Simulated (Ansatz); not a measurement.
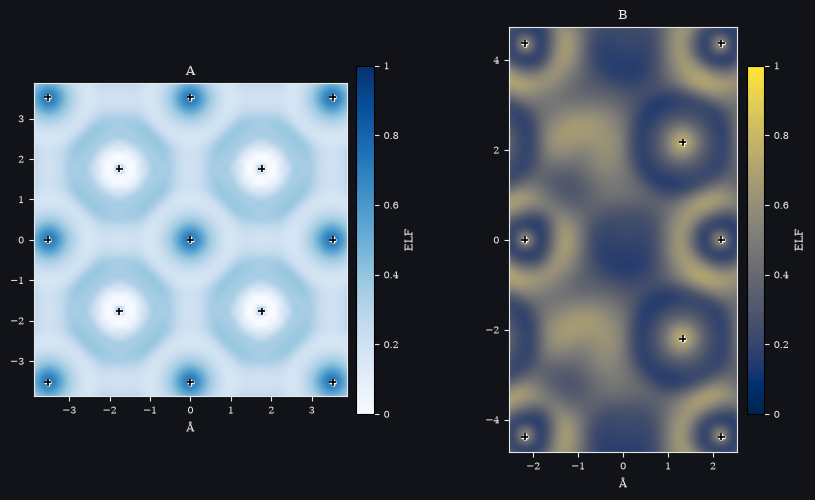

The ELF of 2 systems, each on a plane through atoms (crosses mark nuclei in the plane).

These are results of DFT PBEsol, scalar-relativistic, plane waves, PAW (Ansatz), not measurements.

System 1: SiNi, the (100) plane of the conventional cell. Space group P2₁3; changed on purpose from its base cell (volume × 0.94, shape and atoms relaxed); computed pressure about 14 GPa in this cell; computed without spin polarisation.

```xyz
8
Lattice="4.3768 0.0000 0.0000 0.0000 4.3768 0.0000 0.0000 0.0000 4.3768" Properties=species:S:1:pos:R:3 pbc="T T T"
Si    3.7064    3.7064    3.7064
Si    2.8587    0.6703    1.5180
Si    1.5180    2.8587    0.6703
Si    0.6703    1.5180    2.8587
Ni    0.6564    0.6564    0.6564
Ni    1.5320    3.7204    2.8448
Ni    2.8448    1.5320    3.7204
Ni    3.7204    2.8448    1.5320
```

System 2: Ni₃Ge, the (100) plane of the conventional cell. Space group Pm-3m; a structure from a database of computed crystals, not necessarily the ambient phase; computed without spin polarisation.

```yaml
crystal:
  lattice:
    - [3.52491, 0.00000, 0.00000]
    - [0.00000, 3.52491, 0.00000]
    - [0.00000, 0.00000, 3.52491]
  atoms:
    - { symbol: Ni, position: [0.50000, 0.00000, 0.50000] }
    - { symbol: Ni, position: [0.00000, 0.50000, 0.50000] }
    - { symbol: Ni, position: [0.50000, 0.50000, 0.00000] }
    - { symbol: Ge, position: [0.00000, 0.00000, 0.00000] }
```

Match each panel to its system.

Answer. Panel A is system 2, Ni₃Ge: the plane holds Ni and Ge. Ni–Ge (2.49 Å): the ELF is about 0.35 at the midpoint. Panel B is system 1, SiNi: the plane holds Si and Ni. Si–Ni (2.34 Å): the ELF peaks at about 0.65 in the valence shell of Si, 0.9 Å from its nucleus, and is about 0.45 at the midpoint.
